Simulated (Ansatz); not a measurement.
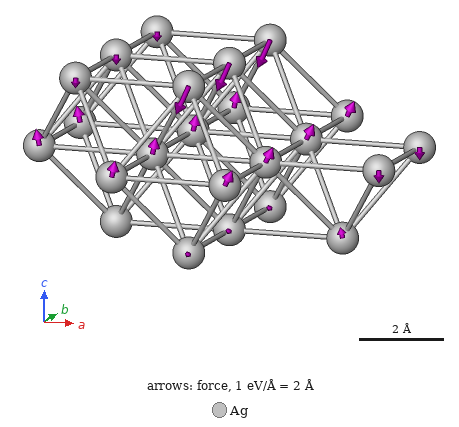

Starting geometry of a slab of composition Ag (cut from the Fm-3m phase) with the computed forces as purple arrows. Style: ball-and-stick. Shown: the atoms within 5.0 Å of the atom that moves most (axes of the 1 × 2 repeat of the cell, outlined in the plane, without the vacuum), slightly off an axis.

Case: stripe over 3 of 6 cells, two steps. 12 atoms are held fixed.

Method: DFT PBEsol, scalar-relativistic, plane waves, PAW (Ansatz).

The input:
```yaml
crystal:
  lattice:
    - [17.2014100833, 0.0, 0.0]
    - [0.0, 2.8669016806, 0.0]
    - [0.0, 0.0, 20.1088224773]
  atoms:
    - { symbol: Ag, position: [0.0, 0.0, 0.0745941241] }
    - { symbol: Ag, position: [0.0833333333, 0.5, 0.1754058759] }
    - { symbol: Ag, position: [0.1666666667, 0.0, 0.0745941241] }
    - { symbol: Ag, position: [0.25, 0.5, 0.1754058759] }
    - { symbol: Ag, position: [0.3333333333, 0.0, 0.0745941241] }
    - { symbol: Ag, position: [0.4166666667, 0.5, 0.1754058759] }
    - { symbol: Ag, position: [0.5, 1.0, 0.0745941241] }
    - { symbol: Ag, position: [0.5833333333, 0.5, 0.1754058759] }
    - { symbol: Ag, position: [0.6666666667, 0.0, 0.0745941241] }
    - { symbol: Ag, position: [0.75, 0.5, 0.1754058759] }
    - { symbol: Ag, position: [0.8333333333, 0.0, 0.0745941241] }
    - { symbol: Ag, position: [0.9166666667, 0.5, 0.1754058759] }
    - { symbol: Ag, position: [0.0, 0.0, 0.2762176276] }
    - { symbol: Ag, position: [0.0833333333, 0.5, 0.3770293793] }
    - { symbol: Ag, position: [0.1666666667, 0.0, 0.2762176276] }
    - { symbol: Ag, position: [0.25, 0.5, 0.3770293793] }
    - { symbol: Ag, position: [0.3333333333, 0.0, 0.2762176276] }
    - { symbol: Ag, position: [0.4166666667, 0.5, 0.3770293793] }
    - { symbol: Ag, position: [0.5, 1.0, 0.2762176276] }
    - { symbol: Ag, position: [0.5833333333, 0.5, 0.3770293793] }
    - { symbol: Ag, position: [0.6666666667, 0.0, 0.2762176276] }
    - { symbol: Ag, position: [0.75, 0.5, 0.3770293793] }
    - { symbol: Ag, position: [0.8333333333, 0.0, 0.2762176276] }
    - { symbol: Ag, position: [0.9166666667, 0.5, 0.3770293793] }
    - { symbol: Ag, position: [0.0, 0.0, 0.4778411311] }
    - { symbol: Ag, position: [0.1666666667, 0.0, 0.4778411311] }
    - { symbol: Ag, position: [0.3333333333, 0.0, 0.4778411311] }
basis:
  ecutwfc: 420
kpoints:
  mp_grid: { grid: [2, 12, 1] }
hamiltonian:
  xc: pbesol
scf:
  occupations: { method: gaussian, width: 0.1 }
output:
  forces: true
  eigenvalues: true
  populations: true
  write_density: true
  write_potential: true
  elf: true
  volumetric_format: npy
relax:
  adjacent_minimum: "off"
  f_tol: 0.02
  max_steps: 45
  constraints: [{ sites: [0, 1, 2, 3, 4, 5, 6, 7, 8, 9, 10, 11] }]
efield:
  axis: 3
  dipole_correction: true
  ramp_width: 0.04
```

Run as
```bash
ansatz run input.yaml --threads 4 --pin off --max-ram 11264MiB --backend cpu --events-out ev --progress --plain --runs-dir out
```

Question: What follows when this structure is relaxed?

Answer: It isn't relaxed: the largest force vector, on Ag atoms, is 0.39 eV/Å. The final displacements follow the starting forces only in part (cosine between the two patterns 0.75). The largest moves, 0.13 Å, are those of Ag25 and Ag27. Ag27 goes at 22° to the normal (−c side). The cell stays as it was. Among the contacts that change: Ag16–Ag27 2.867 → 2.782 Å, Ag18–Ag27 2.867 → 2.813 Å, Ag16–Ag18 2.867 → 2.919 Å, Ag26–Ag27 2.867 → 2.818 Å. Over 2 accepted moves (3 points after the start) the energy falls by 70.3 meV per cell of the calculation. The largest force component goes from 0.36 to 0.012 eV/Å. 1 step only repeated the SCF at the same geometry.
